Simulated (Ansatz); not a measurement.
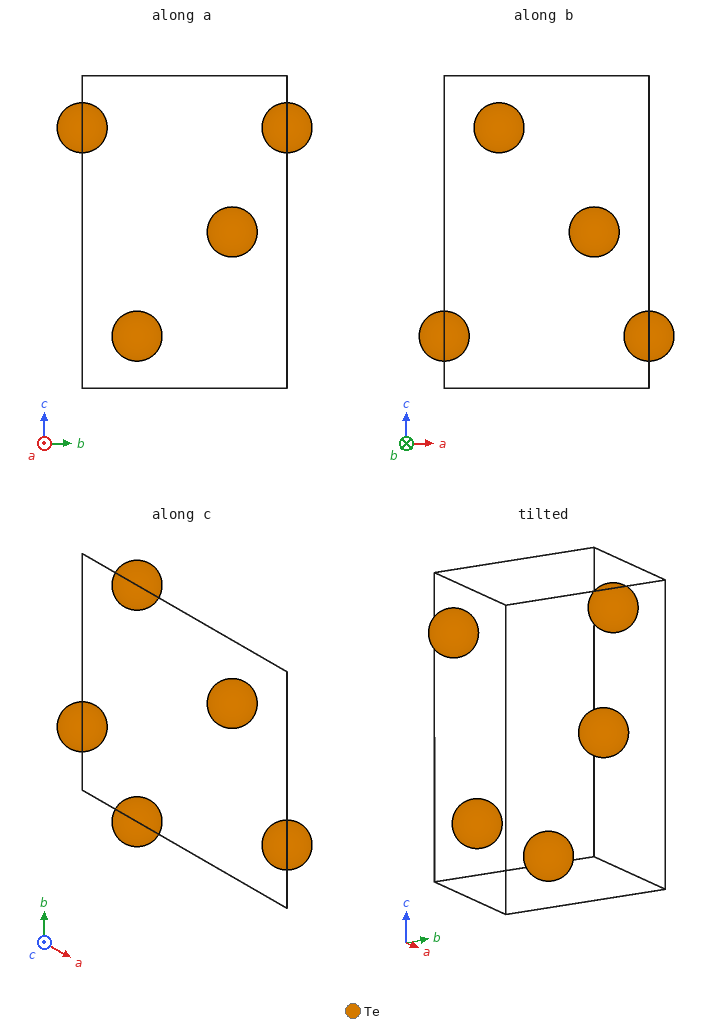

We look at a ball-and-stick model of the crystal along the a axis, along the b axis, along the c axis and slightly off an axis. The wireframe shows the conventional unit cell.

Lattice parameters: a = 4.526 Å, b = 4.526 Å, c = 5.981 Å, α = 90.00°, β = 90.00°, γ = 120.00°.

**Transcribe the picture into a table of Wyckoff sites, with free fractional coordinates to two decimals.**

Space group P3_121 (No. 152).
| atom | site | x | y | z |
| --- | --- | --- | --- | --- |
| Te | 3b | 0.27 | 0.00 | 0.8333 |

Starting structure: a structure type known for this element. The cell was then strained or its atoms displaced on purpose. It was relaxed at fixed volume with Ansatz 0.2.0, DFT PBE, spin-orbit coupling, plane waves, PAW.
